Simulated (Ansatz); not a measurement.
## Energy of Rh along an even scaling of the cell

System: Rh (Fm-3m, 1 atom in the cell).
Method: Kohn-Sham DFT of a periodic cell, r2SCAN, Ansatz PAW, no spin polarisation (Ansatz 0.2.0).

The 6 runs differ only in the geometry, by an even scaling of the cell at fixed fractional positions. The structure derives from an entry of the Crystallography Open Database.

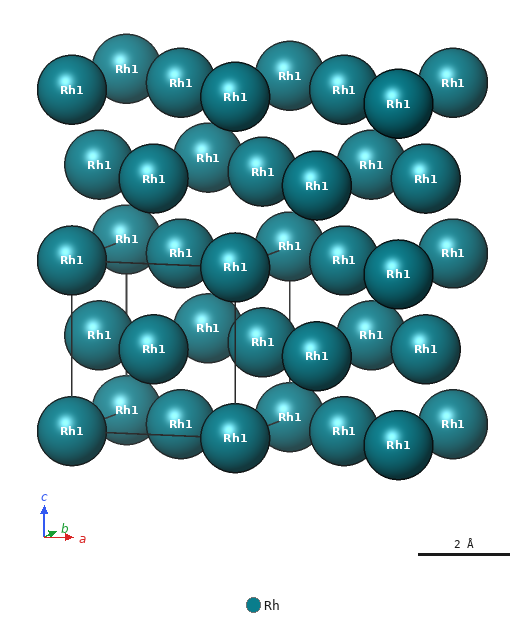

Figure 1. The structure of run 4 (spheres-only view of the cell 4 times as large as that of the calculation, set on its symmetry axes, repeated 2 × 1 × 2, seen slightly off an axis; atoms are numbered from 1 in the order of the input).

### Input of run 4
```yaml
crystal:
  lattice:
    - [0.0, 1.89785, 1.89785]
    - [1.89785, 0.0, 1.89785]
    - [1.89785, 1.89785, 0.0]
  atoms:
    - { symbol: Rh, position: [0.0, 0.0, 0.0] }
hamiltonian:
  xc: r2scan
  pseudopotentials: { kind: paw }
kpoints:
  mp_grid: { grid: [12, 12, 12] }
scf:
  occupations: { method: fermi_dirac, width: 0.05 }
output:
  forces: true
  stress: true
  eigenvalues: true
```

Command:
```bash
ansatz run input.yaml --threads 2 --pin off --max-ram 5632MiB --backend cpu --events-out ev --progress --plain --runs-dir out
```

Lattice vectors (Å) and fractional positions of run 4:
```
   0.000000    1.897850    1.897850
   1.897850    0.000000    1.897850
   1.897850    1.897850    0.000000
Rh  0.000000  0.000000  0.000000
```

Run 3 differs from it as follows:
```diff
-    - [0.0, 1.89785, 1.89785]
-    - [1.89785, 0.0, 1.89785]
-    - [1.89785, 1.89785, 0.0]
+    - [0.0, 1.8851123679, 1.8851123679]
+    - [1.8851123679, 0.0, 1.8851123679]
+    - [1.8851123679, 1.8851123679, 0.0]
```

### Results, with one run withheld

```tsv
run	volume per atom (Å³)	free energy per atom, from the lowest run given (meV)	pressure (GPa)
1	12.851	54.12	21.61
2	13.125	24.03	13.81
3	13.398	?	?
4	13.671	0.00	0.80
5	13.945	3.33	−4.59
6	14.218	15.32	−9.35
```

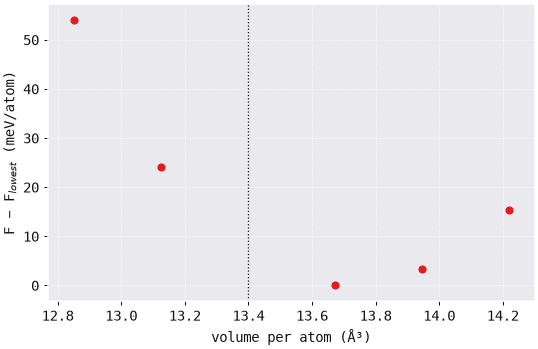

Figure 2. Free energy per atom of the runs given; the dotted line marks run 3.

Fit the runs given and predict run 3.

A cubic polynomial in V^(−2/3) (the Birch–Murnaghan form), fitted to the 5 runs given, misses them by at most 0.01 meV per atom. With x = V^(−2/3) − 0.17598 Å⁻², it reads F = 1.699 + 2544.1 x + 9.0525e+05 x² + 2.5848e+06 x³ (meV per atom). At run 3 it gives 6.50 meV per atom, and the run itself gives 6.47. The slope of the fit gives a pressure −dF/dV of 6.92 GPa there, and the run prints 6.91 GPa. The fit has its minimum at 13.711 Å³ per atom, where V d²F/dV² gives 283 GPa: the bulk modulus at this level, since symmetry fixes the shape and the positions.

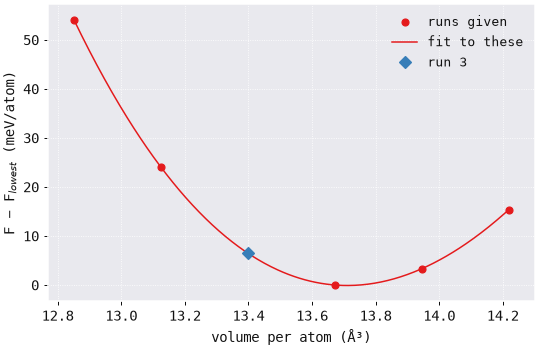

Figure 3. The fit and the withheld run.

### Output, shortened to warnings, some set-up lines, iterations and results (run 3)
```
Basis set: ecut = 500 eV, 331 PW (Γ), exchange–correlation on 80×80×80 points (64 copies of the dense FFT grid, shifted against one another)
Symmetry: 48 space group operations
k-points: 72 of 1728
Initial density: superposition of atomic densities (neutral atoms: chi_scale 0, normalization atom), corrected by the library's trained network
[...]
SCF iter   1: F=—  HF=-6415.260012 eV  |F-HF|=—  |Δ(HF+E_count)|=         —  Δρ=9.87e-3  dr2=3.29e-3  dr2_τ=1.06e-2  ethr=1.77e-3  ⟨swp⟩=5.4  Hψ=5348  notcnv=0
SCF iter   2: F=—  HF=-6415.271570 eV  |F-HF|=—  |Δ(HF+E_count)|=   1.16e-2  Δρ=5.13e-3  dr2=1.18e-3  dr2_τ=1.40e-4  ethr=1.94e-5  ⟨swp⟩=2.0  Hψ=2160  notcnv=0
SCF iter   3: F=—  HF=-6415.271984 eV  |F-HF|=—  |Δ(HF+E_count)|=   4.14e-4  Δρ=2.17e-3  dr2=5.49e-4  dr2_τ=6.26e-5  ethr=6.91e-6  ⟨swp⟩=2.3  Hψ=1613  notcnv=0
SCF iter   4: F=—  HF=-6415.271822 eV  |F-HF|=—  |Δ(HF+E_count)|=   1.62e-4  Δρ=3.18e-4  dr2=6.13e-6  dr2_τ=2.95e-6  ethr=3.23e-6  ⟨swp⟩=2.4  Hψ=1388  notcnv=0
SCF iter   5: F=—  HF=-6415.271824 eV  |F-HF|=—  |Δ(HF+E_count)|=   2.59e-6  Δρ=7.39e-5  dr2=1.25e-7  dr2_τ=6.40e-8  ethr=3.61e-8  ⟨swp⟩=2.1  Hψ=1268  notcnv=0
SCF iter   6: F=-6415.271825 eV  HF=-6415.271825 eV  |F-HF|=6.38e-10  |Δ(HF+E_count)|=   4.58e-7  Δρ=7.23e-6  dr2=1.63e-9  dr2_τ=3.88e-9  ethr=5.88e-10  ⟨swp⟩=5.6  Hψ=4503  …
SCF 1 converged in 6 iterations: F = -6415.271825 eV  dr2 = 1.63e-9
SCF converged after 6 iterations
Free energy (F): -6415.271825 eV
Harris-Foulkes:  -6415.271825 eV  (|F-HF|=6.38e-10)
Internal energy: -6415.263822 eV  (E = F + TS)
E sigma→0 (E₀):  -6415.267823 eV
Entropy (-TS):   -0.008003 eV (-8.003 meV/atom)
Fermi energy:    22.967492 eV
--- Per-component energies (eV) ---
  E_band       = -91.708005
  E_kinetic    = 573.968755
  E_local      = -1531.921474  (includes V_loc(G=0)·N_el)
  E_nonlocal   = 355.205752
  E_hartree    = 539.547419
  E_xc         = -217.186414
  E_vxc        = -314.693871  (∫ρ·V_xc dr)
  E_paw        = -3604.169660  (= ΣΔE_a)
  E_vpaw       = -274.643656  (= ΣTr[D̂ρ^β])
  E_aug_tail   = 0.000612  (compensation charges beyond the density's cutoff)
  E_vtau       = 21.281648  (kinetic-family band-sum trace: ∫τ·v_τ [+ j·A + Jᵃ·Aᵃ] dr)
  E_ewald      = -2530.338852
  E_core_change = -0.369959  (= ΣΔE_core)
  E_smearing   = -0.008003  (= −TS)
  E_closure    = -0.000000  (closes the sum)
  Σ components = -6415.271825   (vs F -6415.271825, Δ=0.00e0)
--- Forces (eV/Å), atoms counted from 1 ---
  atom   1  Rh    -0.00000000    -0.00000000     0.00000000
  max |Σ_I F_I| component: 1.56e-31 eV/Å
--- Stress (GPa, compression-positive) ---
        6.908061      -0.000000       0.000000
        0.000000       6.908061       0.000000
        0.000000      -0.000000       6.908061
  P = ⅓ Tr σ = 6.9081 GPa (69.081 kbar)
```
